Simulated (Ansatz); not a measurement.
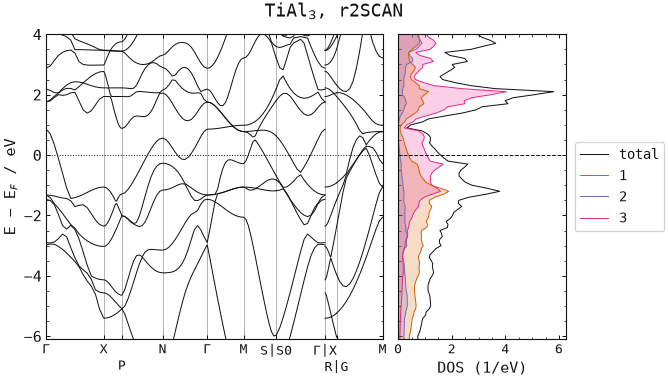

Band structure and density of states. Energies are counted from the Fermi level. The partial curves are projected on Löwdin-orthogonalised atomic shells.

Calculation on TiAl$_{3}$, space group I4/mmm (No. 139), 4 atoms in the cell; a = 5.06 Å, b = 5.06 Å, c = 5.06 Å, α = 135.64°, β = 135.64°, γ = 64.54°.

Level of theory: DFT r2SCAN, scalar-relativistic, plane waves, PAW, no spin polarisation, 16×16×16 k mesh, 500 eV cutoff, Gaussian smearing of 0.1 eV; code Ansatz.

Assign each number in the legend. The candidates: Al 3p, Al 3s, Ti 3d.

Answer. 1 is Al 3p; 2 is Al 3s; 3 is Ti 3d.

Is there a gap at the Fermi level?

Answer. A metal: 3 bands cross the Fermi level along this path.
